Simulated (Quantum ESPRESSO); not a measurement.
## N: band-structure run (part 2 of 3)

Continued. System: N (Pa-3, 8 atoms in the cell). Method: Kohn-Sham DFT of a periodic cell, r2SCAN, SG15 PBE 1.2, no spin polarisation (Quantum ESPRESSO 7.5); cutoff 1197.3 eV, 5×5×5 k-mesh, fermi-dirac of 0.05 eV. The structure derives from a Materials Project entry.

Geometry of the input (Å; fractional positions):
```
5.5605  0.0000  0.0000
0.0000  5.5605  0.0000
0.0000  0.0000  5.5605
N  0.0574  0.4426  0.5574
N  0.4426  0.5574  0.0574
N  0.5574  0.0574  0.4426
N  0.9426  0.9426  0.9426
N  0.9426  0.5574  0.4426
N  0.5574  0.4426  0.9426
N  0.4426  0.9426  0.5574
N  0.0574  0.0574  0.0574
```

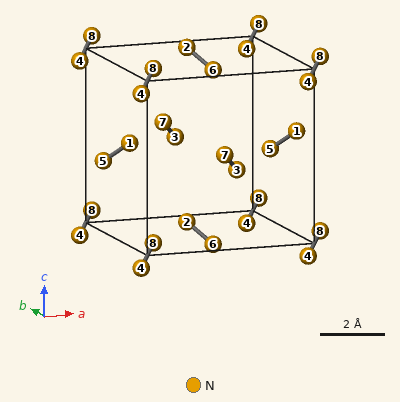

Fig. 1: The input geometry (ball-and-stick view of the cell of the calculation, seen slightly off an axis; atoms are numbered from 1 in the order of the input).

## Output, continued
```
   -25.1399 -25.1210 -25.1040 -25.1020  -9.9172  -9.9098  -9.8751  -9.8273
    -7.5542  -7.4871  -7.4382  -7.3592  -7.2293  -7.1905  -7.1343  -7.1284
    -6.2544  -6.0590  -5.9294  -5.9133   2.4026   2.4524   2.6194   2.9037
     2.9511   2.9820   3.0965   3.1791

          k = 0.0000 0.2000-0.2000 ( 16200 PWs)   bands (ev):

   -25.1552 -25.1057 -25.1057 -25.1005  -9.9229  -9.9113  -9.9086  -9.7861
    -7.5348  -7.4816  -7.4005  -7.2833  -7.2819  -7.2389  -7.0958  -7.0660
    -6.4781  -5.9476  -5.9455  -5.9093   2.2393   2.3005   2.3059   2.9736
     3.0231   3.0420   3.2258   3.2641

          k = 0.0000 0.4000 0.0000 ( 16204 PWs)   bands (ev):

   -25.1442 -25.1233 -25.0998 -25.0998  -9.9183  -9.9173  -9.8667  -9.8129
    -7.5262  -7.5083  -7.4169  -7.3484  -7.2414  -7.1937  -7.1637  -7.1327
    -6.2915  -6.0718  -5.8947  -5.8941   2.3354   2.3473   2.5654   2.9099
     2.9245   2.9726   3.1571   3.2559

          k = 0.0000 0.4000 0.2000 ( 16163 PWs)   bands (ev):

   -25.1399 -25.1210 -25.1040 -25.1020  -9.9160  -9.9123  -9.8739  -9.8271
    -7.5580  -7.5328  -7.3360  -7.3183  -7.3080  -7.2416  -7.1281  -7.0986
    -6.2544  -6.0596  -5.9273  -5.9147   2.4110   2.4491   2.6168   2.9134
     2.9147   2.9824   3.1094   3.1910

          k = 0.0000 0.4000 0.4000 ( 16176 PWs)   bands (ev):

   -25.1287 -25.1150 -25.1150 -25.1078  -9.9081  -9.8927  -9.8913  -9.8601
    -7.5501  -7.4969  -7.4577  -7.4040  -7.1902  -7.1761  -7.1254  -7.1076
    -6.1499  -6.0222  -6.0215  -5.9661   2.5854   2.6935   2.7010   2.8978
     2.9246   2.9723   2.9900   3.0193

          k = 0.0000 0.4000-0.4000 ( 16176 PWs)   bands (ev):

   -25.1287 -25.1150 -25.1150 -25.1078  -9.9081  -9.8927  -9.8913  -9.8601
    -7.5501  -7.4969  -7.4577  -7.4040  -7.1902  -7.1761  -7.1254  -7.1076
    -6.1499  -6.0222  -6.0215  -5.9661   2.5854   2.6935   2.7010   2.8978
     2.9246   2.9723   2.9900   3.0193

          k = 0.0000 0.4000-0.2000 ( 16163 PWs)   bands (ev):

   -25.1399 -25.1210 -25.1040 -25.1020  -9.9160  -9.9123  -9.8739  -9.8271
    -7.5580  -7.5328  -7.3360  -7.3183  -7.3080  -7.2416  -7.1281  -7.0986
    -6.2544  -6.0596  -5.9273  -5.9147   2.4110   2.4491   2.6168   2.9134
     2.9147   2.9824   3.1094   3.1910

          k = 0.2000 0.0000 0.0000 ( 16163 PWs)   bands (ev):

   -25.1611 -25.1064 -25.0999 -25.0999  -9.9245  -9.9236  -9.9109  -9.7698
    -7.4914  -7.4669  -7.4564  -7.2772  -7.2336  -7.2041  -7.0838  -7.0752
    -6.5894  -5.9548  -5.9113  -5.9107   2.1681   2.1757   2.2196   2.9992
     3.0094   3.0732   3.2641   3.3318

          k = 0.2000 0.0000 0.2000 ( 16200 PWs)   bands (ev):

   -25.1552 -25.1057 -25.1057 -25.1005  -9.9229  -9.9113  -9.9086  -9.7861
    -7.5348  -7.4816  -7.4005  -7.2833  -7.2819  -7.2389  -7.0958  -7.0660
    -6.4781  -5.9476  -5.9455  -5.9093   2.2393   2.3005   2.3059   2.9736
     3.0231   3.0420   3.2258   3.2641

          k = 0.2000 0.0000 0.4000 ( 16163 PWs)   bands (ev):

   -25.1399 -25.1210 -25.1040 -25.1020  -9.9160  -9.9123  -9.8739  -9.8271
    -7.5580  -7.5328  -7.3360  -7.3183  -7.3080  -7.2416  -7.1281  -7.0986
    -6.2544  -6.0596  -5.9273  -5.9147   2.4110   2.4491   2.6168   2.9134
     2.9147   2.9824   3.1094   3.1910

          k = 0.2000 0.0000-0.4000 ( 16163 PWs)   bands (ev):

   -25.1399 -25.1210 -25.1040 -25.1020  -9.9160  -9.9123  -9.8739  -9.8271
    -7.5580  -7.5328  -7.3360  -7.3183  -7.3080  -7.2416  -7.1281  -7.0986
    -6.2544  -6.0596  -5.9273  -5.9147   2.4110   2.4491   2.6168   2.9134
     2.9147   2.9824   3.1094   3.1910

          k = 0.2000 0.0000-0.2000 ( 16200 PWs)   bands (ev):

   -25.1552 -25.1057 -25.1057 -25.1005  -9.9229  -9.9113  -9.9086  -9.7861
    -7.5348  -7.4816  -7.4005  -7.2833  -7.2819  -7.2389  -7.0958  -7.0660
    -6.4781  -5.9476  -5.9455  -5.9093   2.2393   2.3005   2.3059   2.9736
     3.0231   3.0420   3.2258   3.2641

          k = 0.2000 0.2000 0.0000 ( 16200 PWs)   bands (ev):

   -25.1552 -25.1057 -25.1057 -25.1005  -9.9229  -9.9113  -9.9086  -9.7861
    -7.5348  -7.4816  -7.4005  -7.2833  -7.2819  -7.2389  -7.0958  -7.0660
    -6.4781  -5.9476  -5.9455  -5.9093   2.2393   2.3005   2.3059   2.9736
     3.0231   3.0420   3.2258   3.2641

          k = 0.2000 0.2000 0.2000 ( 16170 PWs)   bands (ev):

   -25.1500 -25.1057 -25.1057 -25.1057  -9.9160  -9.9160  -9.9033  -9.8025
    -7.5723  -7.4224  -7.4224  -7.3476  -7.2506  -7.2505  -7.0731  -7.0731
    -6.4087  -5.9564  -5.9564  -5.9299   2.3135   2.3950   2.3950   2.9590
     3.0153   3.0153   3.2014   3.2014

          k = 0.2000 0.2000 0.4000 ( 16174 PWs)   bands (ev):

   -25.1362 -25.1193 -25.1056 -25.1056  -9.9161  -9.9117  -9.8827  -9.8419
    -7.5707  -7.5023  -7.3909  -7.3670  -7.2373  -7.2031  -7.1013  -7.0932
    -6.2360  -6.0607  -5.9559  -5.9441   2.4723   2.5332   2.6686   2.8913
     2.9389   2.9763   3.0731   3.1371

          k = 0.2000 0.2000-0.4000 ( 16174 PWs)   bands (ev):

   -25.1362 -25.1193 -25.1056 -25.1056  -9.9161  -9.9117  -9.8827  -9.8419
    -7.5707  -7.5023  -7.3909  -7.3670  -7.2373  -7.2031  -7.1013  -7.0932
    -6.2360  -6.0607  -5.9560  -5.9441   2.4723   2.5332   2.6686   2.8913
     2.9389   2.9763   3.0731   3.1371

          k = 0.2000 0.2000-0.2000 ( 16170 PWs)   bands (ev):

   -25.1500 -25.1057 -25.1057 -25.1057  -9.9160  -9.9160  -9.9033  -9.8025
    -7.5723  -7.4224  -7.4224  -7.3476  -7.2506  -7.2505  -7.0731  -7.0731
    -6.4087  -5.9564  -5.9564  -5.9299   2.3135   2.3950   2.3950   2.9590
     3.0153   3.0153   3.2014   3.2014

          k = 0.2000 0.4000 0.0000 ( 16163 PWs)   bands (ev):

   -25.1399 -25.1210 -25.1040 -25.1020  -9.9172  -9.9098  -9.8751  -9.8273
    -7.5542  -7.4871  -7.4382  -7.3592  -7.2293  -7.1905  -7.1343  -7.1284
    -6.2544  -6.0590  -5.9294  -5.9133   2.4026   2.4524   2.6194   2.9037
     2.9511   2.9820   3.0965   3.1791

          k = 0.2000 0.4000 0.2000 ( 16174 PWs)   bands (ev):

   -25.1362 -25.1193 -25.1056 -25.1056  -9.9161  -9.9117  -9.8827  -9.8419
    -7.5707  -7.5023  -7.3909  -7.3670  -7.2373  -7.2031  -7.1013  -7.0932
    -6.2360  -6.0607  -5.9559  -5.9441   2.4723   2.5332   2.6686   2.8913
     2.9389   2.9763   3.0731   3.1371

          k = 0.2000 0.4000 0.4000 ( 16169 PWs)   bands (ev):

   -25.1267 -25.1149 -25.1149 -25.1097  -9.9134  -9.9040  -9.8982  -9.8741
    -7.5452  -7.4756  -7.4601  -7.4128  -7.1657  -7.1462  -7.0928  -7.0821
    -6.1624  -6.0520  -6.0421  -6.0020   2.6232   2.7216   2.7513   2.8711
     2.9130   2.9429   3.0147   3.0233

          k = 0.2000 0.4000-0.4000 ( 16169 PWs)   bands (ev):

   -25.1267 -25.1149 -25.1149 -25.1097  -9.9134  -9.9040  -9.8982  -9.8741
    -7.5452  -7.4756  -7.4601  -7.4128  -7.1657  -7.1462  -7.0928  -7.0821
    -6.1624  -6.0520  -6.0421  -6.0020   2.6232   2.7216   2.7513   2.8711
     2.9130   2.9429   3.0147   3.0233

          k = 0.2000 0.4000-0.2000 ( 16174 PWs)   bands (ev):

   -25.1362 -25.1193 -25.1056 -25.1056  -9.9161  -9.9117  -9.8827  -9.8419
    -7.5707  -7.5023  -7.3909  -7.3670  -7.2373  -7.2031  -7.1013  -7.0932
    -6.2360  -6.0607  -5.9559  -5.9441   2.4723   2.5332   2.6686   2.8913
     2.9389   2.9763   3.0731   3.1371

          k = 0.2000-0.4000 0.0000 ( 16163 PWs)   bands (ev):

   -25.1399 -25.1210 -25.1040 -25.1020  -9.9172  -9.9098  -9.8751  -9.8273
    -7.5542  -7.4871  -7.4382  -7.3592  -7.2293  -7.1905  -7.1343  -7.1284
    -6.2544  -6.0590  -5.9294  -5.9133   2.4026   2.4524   2.6194   2.9037
     2.9511   2.9820   3.0965   3.1791

          k = 0.2000-0.4000 0.2000 ( 16174 PWs)   bands (ev):

   -25.1362 -25.1193 -25.1056 -25.1056  -9.9161  -9.9117  -9.8827  -9.8419
    -7.5707  -7.5023  -7.3909  -7.3670  -7.2373  -7.2031  -7.1013  -7.0932
    -6.2360  -6.0607  -5.9560  -5.9441   2.4723   2.5332   2.6686   2.8913
     2.9389   2.9763   3.0731   3.1371

          k = 0.2000-0.4000 0.4000 ( 16169 PWs)   bands (ev):

   -25.1267 -25.1149 -25.1149 -25.1097  -9.9134  -9.9040  -9.8982  -9.8741
    -7.5452  -7.4756  -7.4601  -7.4128  -7.1657  -7.1462  -7.0928  -7.0821
    -6.1624  -6.0520  -6.0421  -6.0020   2.6232   2.7216   2.7513   2.8711
     2.9130   2.9429   3.0147   3.0233

          k = 0.2000-0.4000-0.4000 ( 16169 PWs)   bands (ev):

   -25.1267 -25.1149 -25.1149 -25.1097  -9.9134  -9.9040  -9.8982  -9.8741
    -7.5452  -7.4756  -7.4601  -7.4128  -7.1657  -7.1462  -7.0928  -7.0821
    -6.1624  -6.0520  -6.0421  -6.0020   2.6232   2.7216   2.7513   2.8711
     2.9130   2.9429   3.0147   3.0233

          k = 0.2000-0.4000-0.2000 ( 16174 PWs)   bands (ev):

   -25.1362 -25.1193 -25.1056 -25.1056  -9.9161  -9.9117  -9.8827  -9.8419
    -7.5707  -7.5023  -7.3909  -7.3670  -7.2373  -7.2031  -7.1013  -7.0932
    -6.2360  -6.0607  -5.9560  -5.9441   2.4723   2.5332   2.6686   2.8913
     2.9389   2.9763   3.0731   3.1371

          k = 0.2000-0.2000 0.0000 ( 16200 PWs)   bands (ev):

   -25.1552 -25.1057 -25.1057 -25.1005  -9.9229  -9.9113  -9.9086  -9.7861
    -7.5348  -7.4816  -7.4005  -7.2833  -7.2819  -7.2389  -7.0958  -7.0660
    -6.4781  -5.9476  -5.9455  -5.9093   2.2393   2.3005   2.3059   2.9736
     3.0231   3.0420   3.2258   3.2641

          k = 0.2000-0.2000 0.2000 ( 16170 PWs)   bands (ev):

   -25.1500 -25.1057 -25.1057 -25.1057  -9.9160  -9.9160  -9.9033  -9.8025
    -7.5723  -7.4224  -7.4224  -7.3476  -7.2506  -7.2505  -7.0731  -7.0731
    -6.4087  -5.9564  -5.9564  -5.9298   2.3135   2.3950   2.3950   2.9590
     3.0153   3.0153   3.2014   3.2014

          k = 0.2000-0.2000 0.4000 ( 16174 PWs)   bands (ev):

   -25.1362 -25.1193 -25.1056 -25.1056  -9.9161  -9.9117  -9.8827  -9.8419
    -7.5707  -7.5023  -7.3909  -7.3670  -7.2373  -7.2031  -7.1013  -7.0932
    -6.2360  -6.0607  -5.9560  -5.9441   2.4723   2.5332   2.6686   2.8913
     2.9389   2.9763   3.0731   3.1371

          k = 0.2000-0.2000-0.4000 ( 16174 PWs)   bands (ev):

   -25.1362 -25.1193 -25.1056 -25.1056  -9.9161  -9.9117  -9.8827  -9.8419
    -7.5707  -7.5023  -7.3909  -7.3670  -7.2373  -7.2031  -7.1013  -7.0932
    -6.2360  -6.0607  -5.9559  -5.9441   2.4723   2.5332   2.6686   2.8913
     2.9389   2.9763   3.0731   3.1371

          k = 0.2000-0.2000-0.2000 ( 16170 PWs)   bands (ev):

   -25.1500 -25.1057 -25.1057 -25.1057  -9.9160  -9.9160  -9.9033  -9.8025
    -7.5723  -7.4224  -7.4224  -7.3476  -7.2505  -7.2505  -7.0731  -7.0731
    -6.4087  -5.9564  -5.9564  -5.9298   2.3135   2.3950   2.3950   2.9590
     3.0153   3.0153   3.2014   3.2014

          k = 0.4000 0.0000 0.0000 ( 16204 PWs)   bands (ev):

   -25.1442 -25.1233 -25.0998 -25.0998  -9.9183  -9.9173  -9.8667  -9.8129
    -7.5262  -7.5083  -7.4169  -7.3484  -7.2414  -7.1937  -7.1637  -7.1327
    -6.2915  -6.0718  -5.8947  -5.8941   2.3354   2.3473   2.5654   2.9099
     2.9245   2.9726   3.1571   3.2559

          k = 0.4000 0.0000 0.2000 ( 16163 PWs)   bands (ev):

   -25.1399 -25.1210 -25.1040 -25.1020  -9.9172  -9.9098  -9.8751  -9.8273
    -7.5542  -7.4871  -7.4382  -7.3592  -7.2293  -7.1905  -7.1343  -7.1284
    -6.2544  -6.0590  -5.9294  -5.9133   2.4026   2.4524   2.6194   2.9037
     2.9511   2.9820   3.0965   3.1791

          k = 0.4000 0.0000 0.4000 ( 16176 PWs)   bands (ev):

   -25.1287 -25.1150 -25.1150 -25.1078  -9.9081  -9.8927  -9.8913  -9.8601
    -7.5501  -7.4969  -7.4577  -7.4040  -7.1902  -7.1761  -7.1254  -7.1076
    -6.1499  -6.0222  -6.0215  -5.9661   2.5854   2.6935   2.7010   2.8978
     2.9246   2.9723   2.9900   3.0193

          k = 0.4000 0.0000-0.4000 ( 16176 PWs)   bands (ev):

   -25.1287 -25.1150 -25.1150 -25.1078  -9.9081  -9.8927  -9.8913  -9.8601
    -7.5501  -7.4969  -7.4577  -7.4040  -7.1902  -7.1761  -7.1254  -7.1076
    -6.1499  -6.0222  -6.0215  -5.9661   2.5854   2.6935   2.7010   2.8978
     2.9246   2.9723   2.9900   3.0193

          k = 0.4000 0.0000-0.2000 ( 16163 PWs)   bands (ev):

   -25.1399 -25.1210 -25.1040 -25.1020  -9.9172  -9.9098  -9.8751  -9.8273
    -7.5542  -7.4871  -7.4382  -7.3592  -7.2293  -7.1905  -7.1343  -7.1284
    -6.2544  -6.0590  -5.9294  -5.9133   2.4026   2.4524   2.6194   2.9037
     2.9511   2.9820   3.0965   3.1791

          k = 0.4000 0.2000 0.0000 ( 16163 PWs)   bands (ev):

   -25.1399 -25.1210 -25.1040 -25.1020  -9.9160  -9.9123  -9.8739  -9.8271
    -7.5580  -7.5328  -7.3360  -7.3183  -7.3080  -7.2416  -7.1281  -7.0986
    -6.2544  -6.0596  -5.9273  -5.9147   2.4110   2.4491   2.6168   2.9134
     2.9147   2.9824   3.1094   3.1910

          k = 0.4000 0.2000 0.2000 ( 16174 PWs)   bands (ev):

   -25.1362 -25.1193 -25.1056 -25.1056  -9.9161  -9.9117  -9.8827  -9.8419
    -7.5707  -7.5023  -7.3909  -7.3670  -7.2373  -7.2031  -7.1013  -7.0932
    -6.2360  -6.0607  -5.9559  -5.9441   2.4723   2.5332   2.6686   2.8913
     2.9389   2.9763   3.0731   3.1371

          k = 0.4000 0.2000 0.4000 ( 16169 PWs)   bands (ev):

   -25.1267 -25.1149 -25.1149 -25.1097  -9.9134  -9.9040  -9.8982  -9.8741
    -7.5452  -7.4756  -7.4601  -7.4128  -7.1657  -7.1462  -7.0928  -7.0821
    -6.1624  -6.0520  -6.0421  -6.0020   2.6232   2.7216   2.7513   2.8711
     2.9130   2.9429   3.0147   3.0233

          k = 0.4000 0.2000-0.4000 ( 16169 PWs)   bands (ev):

   -25.1267 -25.1149 -25.1149 -25.1097  -9.9134  -9.9040  -9.8982  -9.8741
    -7.5452  -7.4756  -7.4601  -7.4128  -7.1657  -7.1462  -7.0928  -7.0821
    -6.1624  -6.0520  -6.0421  -6.0020   2.6232   2.7216   2.7513   2.8711
     2.9130   2.9429   3.0147   3.0233

          k = 0.4000 0.2000-0.2000 ( 16174 PWs)   bands (ev):

   -25.1362 -25.1193 -25.1056 -25.1056  -9.9161  -9.9117  -9.8827  -9.8419
    -7.5707  -7.5023  -7.3909  -7.3670  -7.2373  -7.2031  -7.1013  -7.0932
    -6.2360  -6.0607  -5.9559  -5.9441   2.4723   2.5332   2.6686   2.8913
     2.9389   2.9763   3.0731   3.1371

          k = 0.4000 0.4000 0.0000 ( 16176 PWs)   bands (ev):

   -25.1287 -25.1150 -25.1150 -25.1078  -9.9081  -9.8927  -9.8913  -9.8601
    -7.5501  -7.4969  -7.4577  -7.4040  -7.1902  -7.1761  -7.1254  -7.1076
    -6.1499  -6.0222  -6.0215  -5.9661   2.5854   2.6935   2.7010   2.8978
     2.9246   2.9723   2.9900   3.0193

          k = 0.4000 0.4000 0.2000 ( 16169 PWs)   bands (ev):

   -25.1267 -25.1149 -25.1149 -25.1097  -9.9134  -9.9040  -9.8982  -9.8741
    -7.5452  -7.4756  -7.4601  -7.4128  -7.1657  -7.1462  -7.0928  -7.0821
    -6.1624  -6.0520  -6.0421  -6.0020   2.6232   2.7216   2.7513   2.8711
     2.9130   2.9429   3.0147   3.0233

          k = 0.4000 0.4000 0.4000 ( 16206 PWs)   bands (ev):

   -25.1213 -25.1148 -25.1148 -25.1148  -9.9175  -9.9175  -9.9130  -9.9012
    -7.5101  -7.4585  -7.4544  -7.4544  -7.0921  -7.0921  -7.0525  -7.0525
    -6.1583  -6.0931  -6.0931  -6.0824   2.7034   2.7907   2.7907   2.8025
     2.9404   2.9404   3.0114   3.0114

          k = 0.4000 0.4000-0.4000 ( 16206 PWs)   bands (ev):

   -25.1213 -25.1148 -25.1148 -25.1148  -9.9175  -9.9175  -9.9130  -9.9012
    -7.5101  -7.4585  -7.4544  -7.4544  -7.0921  -7.0921  -7.0525  -7.0525
    -6.1583  -6.0931  -6.0931  -6.0824   2.7034   2.7907   2.7907   2.8025
     2.9404   2.9404   3.0114   3.0114

          k = 0.4000 0.4000-0.2000 ( 16169 PWs)   bands (ev):

   -25.1267 -25.1149 -25.1149 -25.1097  -9.9134  -9.9040  -9.8982  -9.8741
    -7.5452  -7.4756  -7.4601  -7.4128  -7.1657  -7.1462  -7.0928  -7.0821
    -6.1624  -6.0520  -6.0421  -6.0020   2.6232   2.7216   2.7513   2.8711
     2.9130   2.9429   3.0147   3.0233

          k = 0.4000-0.4000 0.0000 ( 16176 PWs)   bands (ev):

   -25.1287 -25.1150 -25.1150 -25.1078  -9.9081  -9.8927  -9.8913  -9.8601
    -7.5501  -7.4969  -7.4577  -7.4040  -7.1902  -7.1761  -7.1254  -7.1076
    -6.1499  -6.0222  -6.0215  -5.9661   2.5854   2.6935   2.7010   2.8978
     2.9246   2.9723   2.9900   3.0193

          k = 0.4000-0.4000 0.2000 ( 16169 PWs)   bands (ev):

   -25.1267 -25.1149 -25.1149 -25.1097  -9.9134  -9.9040  -9.8982  -9.8741
    -7.5452  -7.4756  -7.4601  -7.4128  -7.1657  -7.1462  -7.0928  -7.0821
    -6.1624  -6.0520  -6.0421  -6.0020   2.6232   2.7216   2.7513   2.8711
     2.9130   2.9429   3.0147   3.0233

          k = 0.4000-0.4000 0.4000 ( 16206 PWs)   bands (ev):

   -25.1213 -25.1148 -25.1148 -25.1148  -9.9175  -9.9175  -9.9130  -9.9012
    -7.5101  -7.4585  -7.4544  -7.4544  -7.0921  -7.0921  -7.0525  -7.0525
    -6.1583  -6.0932  -6.0931  -6.0824   2.7034   2.7907   2.7907   2.8025
     2.9404   2.9404   3.0114   3.0114

          k = 0.4000-0.4000-0.4000 ( 16206 PWs)   bands (ev):

   -25.1213 -25.1148 -25.1148 -25.1148  -9.9175  -9.9175  -9.9130  -9.9012
    -7.5101  -7.4585  -7.4544  -7.4544  -7.0921  -7.0921  -7.0525  -7.0525
    -6.1583  -6.0931  -6.0931  -6.0824   2.7034   2.7907   2.7907   2.8025
     2.9404   2.9404   3.0114   3.0114

          k = 0.4000-0.4000-0.2000 ( 16169 PWs)   bands (ev):

   -25.1267 -25.1149 -25.1149 -25.1097  -9.9134  -9.9040  -9.8982  -9.8741
    -7.5452  -7.4756  -7.4601  -7.4128  -7.1657  -7.1462  -7.0928  -7.0821
    -6.1624  -6.0520  -6.0421  -6.0020   2.6232   2.7216   2.7513   2.8711
     2.9130   2.9429   3.0147   3.0233

          k = 0.4000-0.2000 0.0000 ( 16163 PWs)   bands (ev):
```
